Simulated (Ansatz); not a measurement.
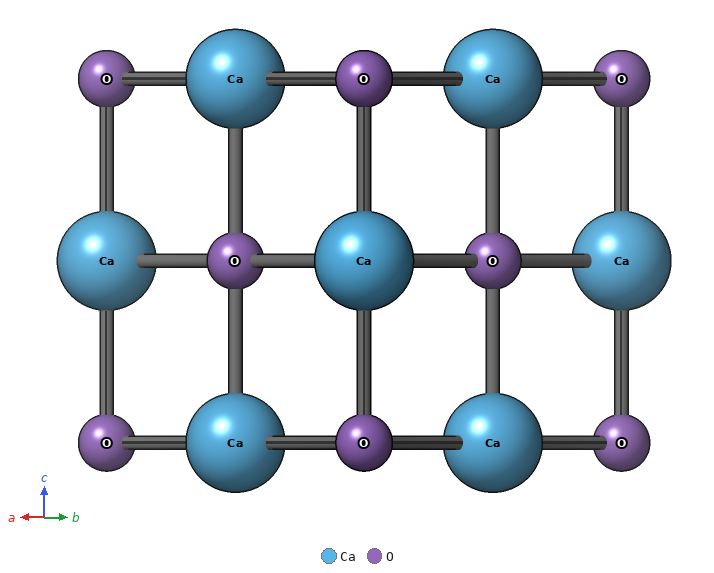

The crystal in a ball-and-stick representation, seen along [110]. Atoms at the boundary of the conventional unit cell (the box) are drawn once for each face, edge or corner they touch.

The lattice constants are a = 4.91 Å, b = 4.91 Å, c = 4.91 Å, α = 90.00°, β = 90.00°, γ = 90.00°.

Bond cut-offs: Ca–O up to 3.10 Å (cut-off distances).

The composition is CaO.

To which lattice type does it belong?

Answer. Face-centred cubic.

How many neighbours does Ca have, and of what kind?

Answer. Each Ca has six O in an octahedral arrangement at about 2.5 Å.

How do the bonded atoms link up through the crystal?

Answer. The bonds build a three-dimensional framework.

Starting structure: a structure type known for this compound. Earlier steps of the study may have refined or changed the cell and positions. A calculation with Ansatz used it as input.

At this level of theory the cell isn't at rest (stretched, at -9 GPa), so its distances can differ from those at equilibrium, the more so the softer the solid.
